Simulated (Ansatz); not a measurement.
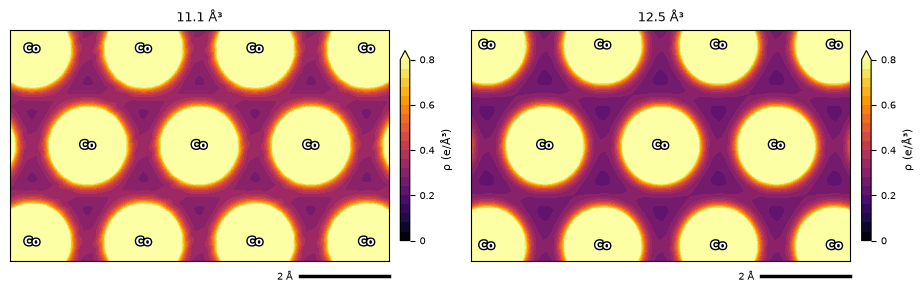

Co. The valence charge density (pseudo) of cells scaled evenly to different volumes (given per atom above each panel), on the (001) plane of each (indices in the axes of the cell below), at one length scale and on one colour scale.

A generated structure, not necessarily the stable one; spin-polarised.

All numbers below come from DFT, revPBE, plane waves (420 eV) with PAW, scalar-relativistic in Ansatz.

In a PAW calculation such maps are meaningful between the atoms, not at the nuclei.

The largest cell:

```xyz
1
Lattice="0.0000 1.8407 1.8407 1.8407 0.0000 1.8407 1.8407 1.8407 0.0000" Properties=species:S:1:pos:R:3 pbc="T T T"
Co    0.0000    0.0000    0.0000
```

| volume (Å³/atom) | Co–Co contact in the plane (Å) | ρ at its midpoint (e/Å³) | largest moment (μB) | 
| --- | --- | --- | --- |
| 11.14 | 2.507 | 0.327 | 1.76 | 
| 12.03 | 2.572 | ? | ? | 
| 12.47 | 2.603 | 0.279 | 1.84 | 

Q: Estimate the missing row, and compare with the calculation.

A: Over the known rows ln ρ falls by 1.65 per Å of Co–Co distance (the line through the two), which gives 0.294 e/Å³ at 2.572 Å; the calculation gives 0.293 e/Å³. For the largest moment, a straight line in volume between the neighbouring rows gives 1.81 μB; the calculation gives 1.81.
